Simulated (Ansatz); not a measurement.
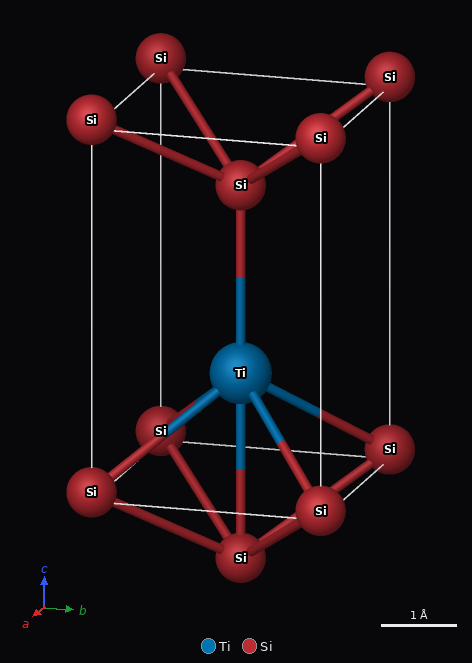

Shown here is a ball-and-stick view of the crystal, taken slightly off an axis. The conventional unit cell is outlined; an atom on or near a face, edge or corner is repeated at each equivalent position. Some atoms of the next cells are drawn as well. Cell: a = 3.20 Å, b = 3.20 Å, c = 5.17 Å, α = 90.00°, β = 90.00°, γ = 90.00°.

The initial geometry was a random cell made by a generator, so it need not be a real form of the compound. Earlier steps of the study, as a rule a relaxation of our own, may have changed the cell and positions, so they can lie some per cent off the listed ones. It went into a calculation with Ansatz.

Question: State composition, symmetry and coordination.

Answer: The solid is TiSi₂. The lattice is primitive tetragonal and the space group P4mm (No. 99). Cell content: 1 Ti, 2 Si, that is 1 formula unit. Coordination numbers (contacts within bonding distance): Ti 6 and Si 6 to 8 (mean 7.0). Not all metal-metal contacts are counted.

Calculation details: DFT PBE, scalar-relativistic, plane waves, PAW (Ansatz); plane-wave cutoff 420 eV, a 14×14×10 mesh of k-points, Gaussian smearing of 0.1 eV, no spin polarisation.

Question: What is the electronic character?

Answer: A metal: bands cross the Fermi level.

Question: How are the electrons shared out in a Bader analysis?

Answer: Ti +1.07 e; Si -0.69 to -0.38 e.

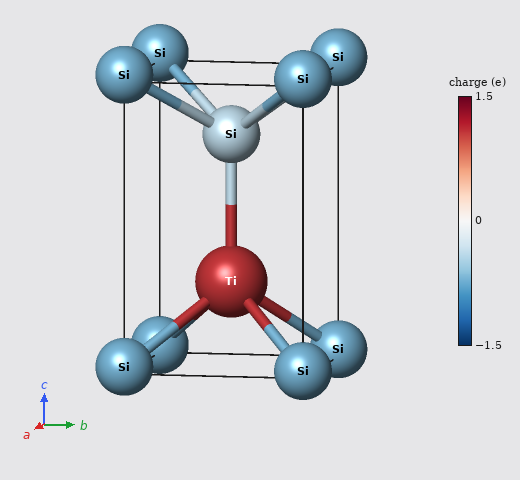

The atoms coloured by those charges. The run's cell of 3 atoms is drawn.

Question: Is this the optimised geometry for these settings?

Answer: Yes. All forces vanish to within 0.01 eV/Å. The pressure is 0.0 GPa, close to zero.
